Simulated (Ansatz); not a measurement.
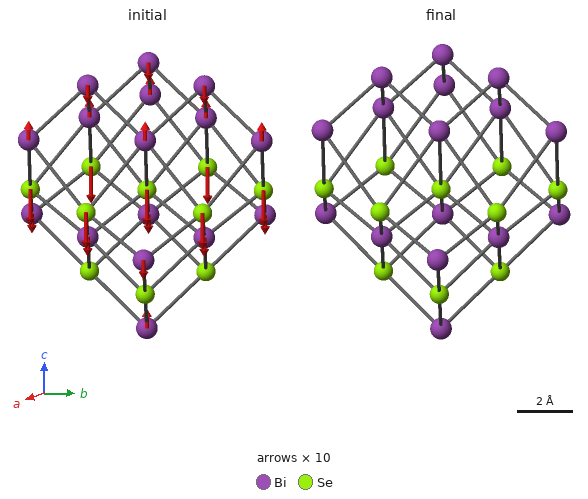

The structure of crystalline Bi4Se3 (set up in R-3m) before (left) and after (right) a relaxation, at one scale. The red arrows give the displacements (the part carried along by the change of the cell is left out), 10 times their true length.

The picture is a ball-and-stick view of the atoms within 5.8 Å of the atom that moves most (axes of the conventional cell (3 times the calculation's cell)), seen from a free direction. Lengths and directions refer to the drawn axes.

Theory: DFT r2SCAN, scalar-relativistic, plane waves, PAW in Ansatz. (plane-wave cutoff 500 eV; k-point mesh 12 × 12 × 12; occupations gaussian; smearing width 0.01 eV; no spin polarisation; cell and atoms relaxed; force threshold 0.005 eV/Å; at most 80 steps)

> Summarise the run.

The largest moves relative to the cell, 0.14 Å, are those of Se atoms. By element the largest moves are Se 0.14 Å, Bi 0.07 Å. The volume changes by +5.4 %, with a = b 4.270 → 4.280 Å (+0.2 %), c 40.000 → 41.974 Å (+4.9 %). Among the contacts that change: Bi–Se 3.464 → 3.708 Å, Bi–Bi 3.037 → 3.009 Å, Bi–Se 3.084 → 3.099 Å, Bi–Se 2.882 → 2.892 Å. The space group stays R-3m (No. 166). After 6 accepted moves (7 points after the start) the energy has fallen by 75.6 meV per cell of the calculation. The largest force component goes from 0.42 to 0.0011 eV/Å. The pressure goes from 1.21 to 0.01 GPa. At 1 point the geometry stayed and the basis and grid were re-selected for the new cell (energy shift of 1.8 meV per cell of the calculation at most each time).
